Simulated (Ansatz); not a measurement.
```cif
data_structure
_symmetry_space_group_name_H-M 'P 1'
_symmetry_Int_Tables_number 1
_cell_length_a 5.2304
_cell_length_b 5.2304
_cell_length_c 3.3901
_cell_angle_alpha 90.000
_cell_angle_beta 90.000
_cell_angle_gamma 120.000
_cell_volume 80.32
loop_
_atom_site_label
_atom_site_type_symbol
_atom_site_fract_x
_atom_site_fract_y
_atom_site_fract_z
_atom_site_occupancy
Ga1 Ga 0.00000 0.00000 0.50000 1
N1 N 0.00000 0.00000 0.00000 1
```

Space group P6/mmm; a generated structure, not necessarily the stable one.

Level of theory: Kohn-Sham DFT of a periodic cell, B3LYP, Ansatz PAW (Ansatz).

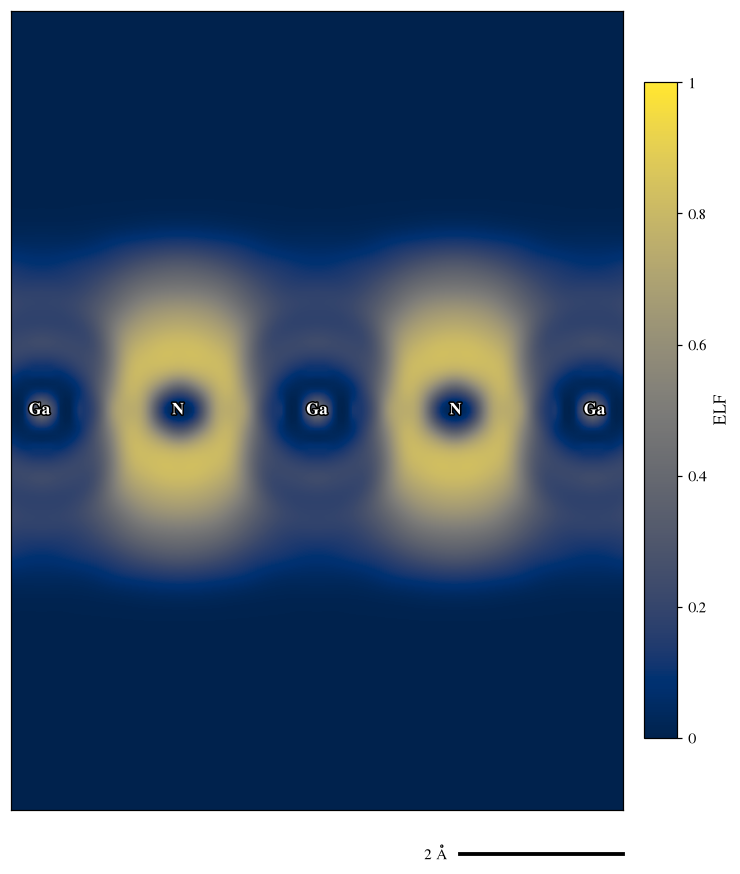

GaN. ELF on the (110) plane of the conventional cell.

**What do the fields say about this system?**

The plane passes through Ga and N nuclei.
Ga–N (1.70 Å): the ELF peaks at about 0.75 in the valence shell of N, 0.6 Å from its nucleus, and is about 0.60 at the midpoint.
The ELF also peaks beside N, away from the bonds: lone-pair regions.

**Metal or insulator at this level of theory?**

It is gapped, with a Kohn–Sham gap of 2.6 eV on the k-point mesh (the band edges may lie off the mesh, which would make the gap smaller).
